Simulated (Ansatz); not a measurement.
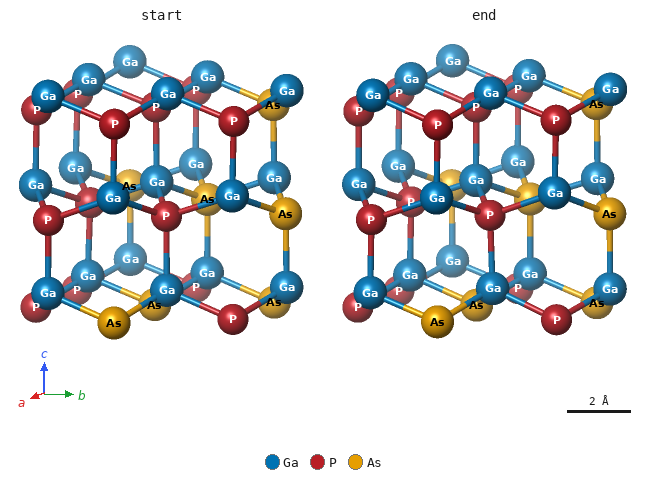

The structure of crystalline Ga₄₈P₃₃As₁₅ (a generated structure, set up in P1) before (left) and after (right) a relaxation, at one scale.

Style: ball-and-stick. Shown: the atoms within 5.8 Å of the atom that moves most (axes of the cell of the calculation), slightly off an axis.

Method: Ansatz, DFT, PBEsol, PAW, plane waves. Set-up: plane-wave cutoff 420 eV; k-point mesh 1 × 1 × 1; mesh shifted by (0.25, 0.25, 0.25); no spin polarisation; cell relaxed at fixed alpha, beta, gamma; force threshold 0.03 eV/Å; at most 80 steps.

Question: Describe what moved and what it gained.

Answer: The largest move relative to the cell is that of a Ga atom, 0.13 Å along [2 −3 1]. Largest moves by element: Ga 0.13 Å, P 0.09 Å, As 0.07 Å. The volume changes by −0.1 %, with a 11.645 → 11.629 Å (−0.1 %), b 13.446 → 13.448 Å (0.0 %), c 12.790 → 12.798 Å (+0.1 %). Near-neighbour distances that change, for instance: As–Ga 2.328 → 2.423 Å, As–Ga 2.366 → 2.437 Å, Ga–P 2.444 → 2.378 Å, Ga–P 2.418 → 2.358 Å. Bond angles that change, for instance: P–Ga–As 111.9° → 107.6°, As–Ga–As 108.8° → 104.5°, P–Ga–P 107.0° → 110.6°. The space group stays P1 (No. 1). After 5 geometry steps the energy has fallen by 13.9 meV per atom. Largest force component: 1.1 eV/Å at the start, 0.0028 eV/Å at the end. Pressure: 0.18 GPa at the start and 0.00 GPa at the end.
